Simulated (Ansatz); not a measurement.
**Ti$_{3}$H (slab): density, localisation and related maps**

Input

```
crystal:
  lattice:
    - [2.8193504947, 0.0, 0.0]
    - [-0.9397834982, 2.6581091378, 0.0]
    - [0.0, 0.0, 21.3259744853]
  atoms:
    - { symbol: Ti, position: [0.5, 0.5, 0.1875646997] }
    - { symbol: Ti, position: [0.0, 0.0, 0.2892724347] }
    - { symbol: Ti, position: [0.5, 0.5, 0.390414726] }
    - { symbol: H, position: [0.5, 0.5, 0.4696608116] }
basis:
  ecutwfc: 420
kpoints:
  mp_grid: { grid: [10, 10, 1] }
hamiltonian:
  xc: pbe
scf:
  occupations: { method: gaussian, width: 0.1 }
output:
  forces: true
  eigenvalues: true
  write_density: true
  write_potential: true
  elf: true
  volumetric_format: npy
efield:
  axis: 3
  dipole_correction: true
  ramp_width: 0.04
```

Launched as:

```sh
ansatz run input.yaml --threads 1 --pin off --max-ram 3072MiB --backend cpu --events-out ev --progress --plain --runs-dir out
```

Not relaxed (largest force 0.6 eV/Å); computed without spin polarisation.

These are results of Ansatz 0.2.0, DFT PBE, scalar-relativistic, plane waves, PAW, not measurements.

The density is the valence pseudo-density of a PAW calculation; it isn't the true density close to the nuclei.

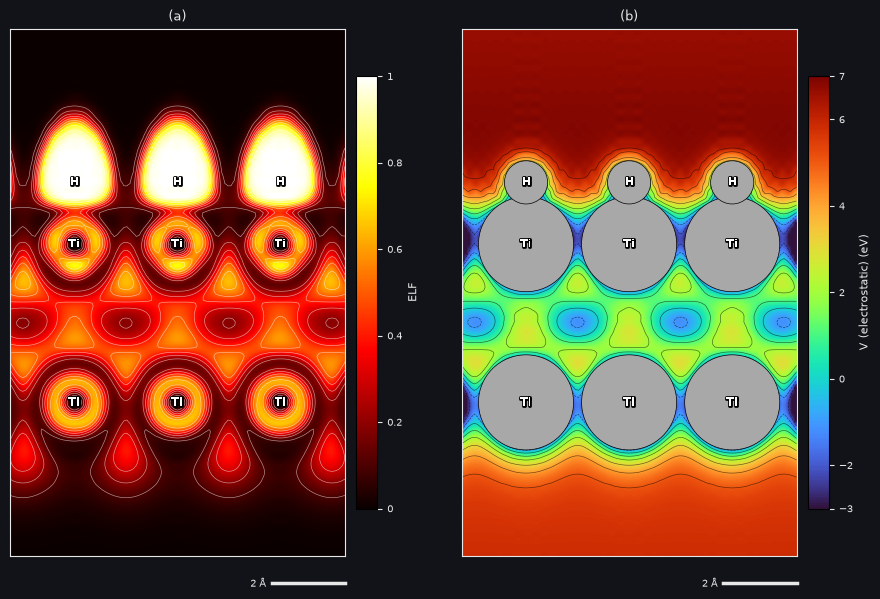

Figure 1. (a) electron localisation function; (b) electrostatic potential energy of an electron on the (010) plane of the calculation cell, a cut from vacuum to vacuum. Grey discs cover the atomic cores in the potential map.

What do the fields say about this system?

Atoms in the plane: Ti and H.
Ti–H (1.69 Å): the ELF climbs to about 1 towards the hydrogen.
Ti–Ti (2.82 Å): the ELF is about 0.20 at the midpoint; no shared electron pair shows on this line.
The features right at Ti lie inside the PAW spheres, where the map follows smoothed inner orbitals and isn't to be read closely.

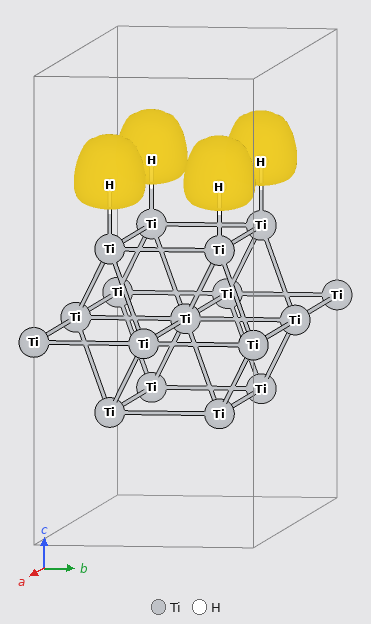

Figure 2. Isosurface of the electron localisation function at 0.75 (yellow), seen slightly off an axis. Only the valence region is drawn (cores and ρ < 0.01 e/Å³ removed). Sticks mark near contacts.

Describe the localisation domains.

At this value the surface marks out one region around a hydrogen nucleus, counted in one cell of 4 atoms. Counts are for one cell; the picture repeats the cell along the surface. Profiles from the grid: Ti–Ti (2.70 Å): the ELF is about 0.15 at the midpoint (no localised pair shows between them).

Metal or insulator at this level of theory?

It is metallic or semimetallic at this level of theory: no gap opens.
